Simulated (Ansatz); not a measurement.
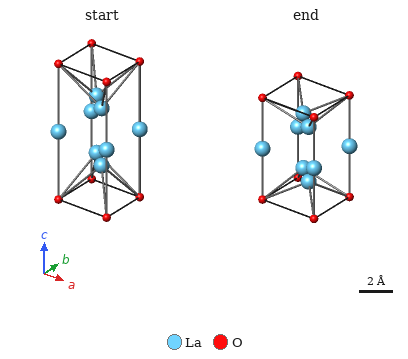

The structure of crystalline La$_{5}$O (a generated structure, set up in P6/mmm) (coarse preliminary run) before (left) and after (right) a relaxation, at one scale.

Style: ball-and-stick. Shown: the cell of the calculation, slightly off an axis.

The calculation used DFT PBE, scalar-relativistic, plane waves, PAW in Ansatz. Set-up: plane-wave cutoff 420 eV; k-point mesh 6 × 6 × 2; occupations gaussian; smearing width 0.1 eV; no spin polarisation; cell and atoms relaxed; force threshold 0.04 eV/Å; at most 70 steps.

Summarise the run.

Answer. The largest moves relative to the cell, 0.38 Å, are those of La atoms. O stays in place. Cell: a = b 5.033 → 5.389 Å (+7.1 %), c 8.683 → 6.505 Å (−25.1 %). Volume −14.1 %. Among the contacts that change: La–La 5.017 → 3.003 Å, La–O 4.342 → 3.252 Å, La–O 3.839 → 3.455 Å, La–La 2.906 → 3.111 Å. The space group stays P6/mmm (No. 191). The energy falls by 509 meV per atom in 7 accepted moves (8 points after the start). The largest force component goes from 1.1 to 0.028 eV/Å. The pressure goes from 2.45 to 0.32 GPa. The SCF was repeated once at an unchanged geometry on a basis and grid sized afresh for the cell, which shifted the energy by 1.7 meV per atom at most.
